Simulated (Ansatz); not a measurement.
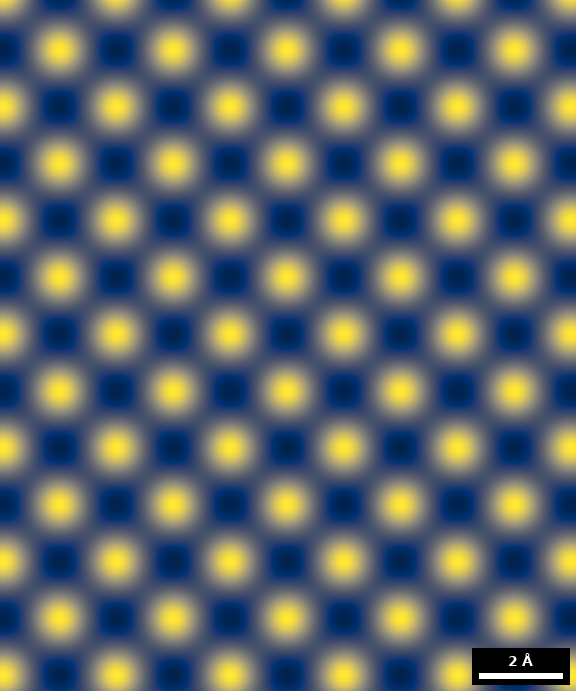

HAADF-like image of a crystal. Simulated incoherent Z contrast: every atom adds Z^1.7 spread by a probe of 1.24 Å full width; channelling and multiple scattering are left out. The probe carries 25 % of its weight in a tail 2.5 times as wide.

**What two-dimensional lattice does the image show, and how large is its cell?**

The pattern repeats on a square net with a repeat of 2.0 Å.

**Which plane group does this projection have?**

p4mm: fourfold points with mirror lines through them along the axes and the diagonals.

**How many columns does the smallest repeating cell hold, and how many levels of brightness?**

1 column in the primitive cell of 3.8 Å², all of one brightness.

The crystal is Ir (Fd-3m, No. 227) seen along [001]. Structure used: the input geometry of an electronic-structure calculation (not necessarily at equilibrium); the starting structure was generated, so it need not be a known form of this composition.
